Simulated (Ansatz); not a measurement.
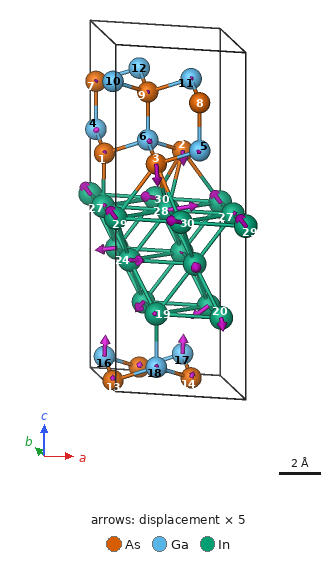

This is a relaxation of an interface cell of composition In₄Ga₃As₃. The starting structure is drawn; purple arrows show the displacements (the part carried along by the change of the cell is left out), 5 times their true length.

The picture is a ball-and-stick view of the cell of the calculation (origin shifted), seen slightly off an axis.

Case: film shifted by (0, 0) in the plane.

All numbers below come from DFT LDA, scalar-relativistic, plane waves, PAW (Ansatz).

Input
```yaml
crystal:
  lattice:
    - [6.8627128638, 0.0, 0.0]
    - [-3.4313564319, 5.9432836789, 0.0]
    - [0.0, 0.0, 17.5717449096]
  atoms:
    - { symbol: As, position: [0.3333333333, 0.6666666667, 0.0284547723] }
    - { symbol: As, position: [0.0, 1.0, 0.0284547723] }
    - { symbol: As, position: [0.6666666667, 0.3333333333, 0.0284547723] }
    - { symbol: Ga, position: [0.3333333333, 1.0, 0.0744819865] }
    - { symbol: Ga, position: [0.0, 0.3333333333, 0.0744819865] }
    - { symbol: Ga, position: [0.6666666667, 0.6666666667, 0.0744819865] }
    - { symbol: As, position: [0.3333333333, 1.0, 0.2125636292] }
    - { symbol: As, position: [0.0, 1.3333333333, 0.2125636292] }
    - { symbol: As, position: [0.6666666667, 0.6666666667, 0.2125636292] }
    - { symbol: Ga, position: [0.3333333333, 1.3333333333, 0.2585908434] }
    - { symbol: Ga, position: [0.0, 0.6666666667, 0.2585908434] }
    - { symbol: Ga, position: [0.6666666667, 1.0, 0.2585908434] }
    - { symbol: As, position: [0.3333333333, 1.3333333333, 0.3966724861] }
    - { symbol: As, position: [0.0, 1.6666666667, 0.3966724861] }
    - { symbol: As, position: [0.6666666667, 1.0, 0.3966724861] }
    - { symbol: Ga, position: [0.3333333333, 1.6666666667, 0.4426997003] }
    - { symbol: Ga, position: [0.0, 1.0, 0.4426997003] }
    - { symbol: Ga, position: [0.6666666667, 1.3333333333, 0.4426997003] }
    - { symbol: In, position: [0.6666666667, 1.3333333333, 0.5963554706] }
    - { symbol: In, position: [0.1666666667, 1.3333333333, 0.5963554706] }
    - { symbol: In, position: [0.6666666667, 0.8333333333, 0.5963554706] }
    - { symbol: In, position: [0.1666666667, 0.8333333333, 0.5963554706] }
    - { symbol: In, position: [0.9937919036, 1.4968800856, 0.7364308795] }
    - { symbol: In, position: [0.4937919036, 1.4968800856, 0.7364308795] }
    - { symbol: In, position: [0.9937919036, 0.9968800856, 0.7364308795] }
    - { symbol: In, position: [0.4937919036, 0.9968800856, 0.7364308795] }
    - { symbol: In, position: [1.3209171405, 1.6604268379, 0.8765062883] }
    - { symbol: In, position: [0.8209171405, 1.6604268379, 0.8765062883] }
    - { symbol: In, position: [1.3209171405, 1.1604268379, 0.8765062883] }
    - { symbol: In, position: [0.8209171405, 1.1604268379, 0.8765062883] }
basis:
  ecutwfc: 420
kpoints:
  mp_grid: { grid: [6, 6, 2] }
hamiltonian:
  xc: lda
scf:
  occupations: { method: gaussian, width: 0.1 }
output:
  forces: true
  stress: true
  eigenvalues: true
  populations: true
  write_density: true
  write_potential: true
  elf: true
  volumetric_format: npy
relax:
  adjacent_minimum: "off"
  f_tol: 0.02
  max_steps: 70
  cell: { fix: [a, b, gamma, alpha, beta], stress_tol: 0.15 }
```

Command:
```bash
ansatz run input.yaml --threads 8 --pin off --max-ram 20480MiB --backend cpu --events-out ev --progress --plain --runs-dir out
```

Describe the change and its energy.

Over 10 accepted moves (11 points after the start) the energy falls by 0.433 eV per cell of the calculation. The largest force component goes from 0.63 to 0.0079 eV/Å. Pressure: −1.17 GPa at the start and −1.29 GPa at the end. The SCF was repeated once at an unchanged geometry on a basis and grid sized afresh for the cell, which shifted the energy by 1.4 meV per cell of the calculation at most. The largest move relative to the cell is that of In28, 0.32 Å roughly along [3 1 0]. Largest moves by element: In 0.32 Å, As 0.24 Å, Ga 0.23 Å. Cell: a = b unchanged at 6.863 Å, c 17.572 → 17.376 Å (−1.1 %). Volume −1.1 %. Some distances before and after: In27–In30 3.431 → 3.723 Å, In27–In30 (another image) 3.431 → 3.141 Å, In27–In29 3.431 → 3.713 Å, In27–In29 (another image) 3.431 → 3.152 Å. Among the angles between lasting bonds that change: In23–In28–In29 89.4° → 100.6°, In26–In30–In28 90.0° → 100.2°, In24–In29–In30 90.6° → 100.3°.
